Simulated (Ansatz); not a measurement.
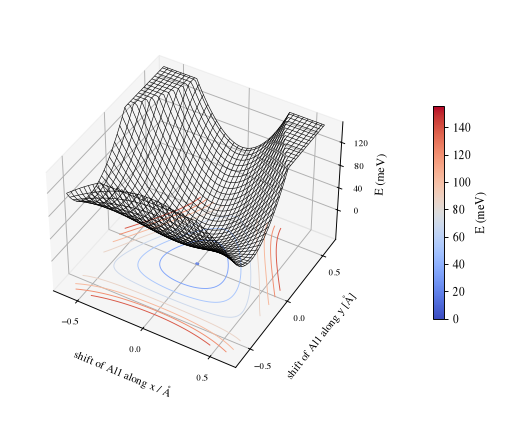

Energy landscape of Al (P6_3/mmc, No. 194; 2 atoms in the cell). Atom Al1 is moved over a plane while all other atoms and the cell stay fixed (its periodic images move with it) (x along [1 0 0], y along [1 2 0], z along [0 0 1] of the conventional cell). The first coordinate is: shift of Al1 along x; the second: shift of Al1 along y. The grid has 5 × 5 points; 15 points were computed and 10 follow by symmetry. Points are written as (first, second). All energies are given in meV per cell relative to the lowest grid point. The reference cell is the one listed in the database, not relaxed at this level. These are results of DFT PBEsol+D3(BJ), scalar-relativistic, plane waves, PAW in Ansatz, not measurements. Settings: cutoff 420 eV, k-mesh 18×18×10 in the order of the run's cell vectors, gaussian smearing 0.15 eV, no spin polarisation.

The picture shows a relief with its contours projected below, any walls above the top of the colour scale cut off. Between grid points the surface is interpolated. 

Summarise what can be read from the map.

The lowest grid point is at (0.0 Å, 0.0 Å). It is the only kind of minimum in the scanned range. The highest grid point, (−0.6 Å, 0.6 Å), lies 313 meV above the lowest. Near the minimum the well is nearly round, with a curvature of about 0.79 eV/Å².
